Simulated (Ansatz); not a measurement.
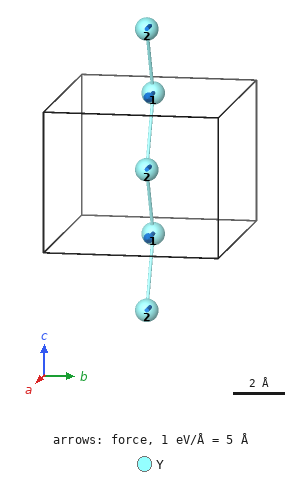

Starting geometry of a wire of composition Y with the computed forces as blue arrows. A ball-and-stick model of the cell of the calculation, with the vacuum cut short, seen slightly off an axis.

Case: zigzag chain of atoms.

The calculation used Ansatz 0.2.0, DFT PBEsol, scalar-relativistic, plane waves, PAW. Settings: plane-wave cutoff 420 eV; k-point mesh 1 × 1 × 12; occupations gaussian; smearing width 0.05 eV; collinear spin; cell relaxed at fixed a, b, alpha, beta, gamma; force threshold 0.01 eV/Å; at most 45 steps.

What follows when this structure is relaxed?

It isn't relaxed: the largest force vector, on Y atoms, is 0.27 eV/Å. The atoms end up moving mostly along the starting forces (cosine between the two patterns 1.00). The largest moves relative to the layer's centre, 0.051 Å, are those of Y1 and Y2. Along the periodic axis the drawn cell goes c 5.638 → 5.515 Å (−2.2 %). Near-neighbour distances that change, for instance: Y1–Y2 3.152 → 3.051 Å. Among the angles between lasting bonds that change: Y2–Y1–Y2 126.9° → 129.3°. After 4 accepted moves (5 points after the start) the energy has fallen by 35.7 meV per cell of the calculation. Largest force component: 0.27 eV/Å at the start, 0.0063 eV/Å at the end. The SCF was repeated once at an unchanged geometry on a basis and grid sized afresh for the cell, which shifted the energy by less than 0.05 meV per cell of the calculation at most. Cost: 37 s on 2 threads of Intel(R) Xeon(R) Platinum 8375C CPU @ 2.90GHz (Ice Lake), on a shared host, peak memory 0.8 GiB.

Limits of the set-up: the k-point mesh is coarse for a cell with partly filled bands.
